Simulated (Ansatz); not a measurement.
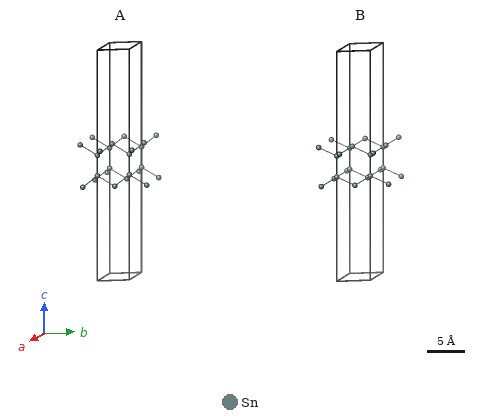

Two geometries of a crystal of Sn (a generated structure, set up in P-3m1), drawn at one scale. One is the start of a relaxation, the other its converged end. The picture is a ball-and-stick view of the cell of the calculation, seen slightly off an axis.

Theory: Ansatz 0.2.0, DFT PBE+D3(BJ), scalar-relativistic, plane waves, PAW. Settings: plane-wave cutoff 420 eV; k-point mesh 12 × 12 × 2; occupations gaussian; smearing width 0.1 eV; no spin polarisation; cell and atoms relaxed; force threshold 0.01 eV/Å; at most 60 steps.

Q: Which one is relaxed?

A: Structure B is the relaxed one. Case: C → Sn on all its sites, cell and atoms relaxed. The largest moves relative to the cell, 0.24 Å, are those of Sn atoms. Cell: a = b 4.410 → 4.642 Å (+5.3 %), c 32.588 → 32.442 Å (−0.4 %). Volume +10.3 %. Some distances before and after: Sn–Sn 2.888 → 2.971 Å, Sn–Sn 2.825 → 2.836 Å. Bond angles that change, for instance: Sn–Sn–Sn 102.6° → 109.9°, Sn–Sn–Sn 115.7° → 109.1°. The space group stays P-3m1 (No. 164). After 5 accepted moves (7 points after the start) the energy has fallen by 46.1 meV per atom. The largest force component goes from 0.16 to 0.0025 eV/Å. The pressure goes from 0.31 to 0.00 GPa. The line search rejected the trial step at point 5 of the run. The SCF was repeated once at an unchanged geometry on a basis and grid sized afresh for the cell, which shifted the energy by 0.5 meV per atom at most.
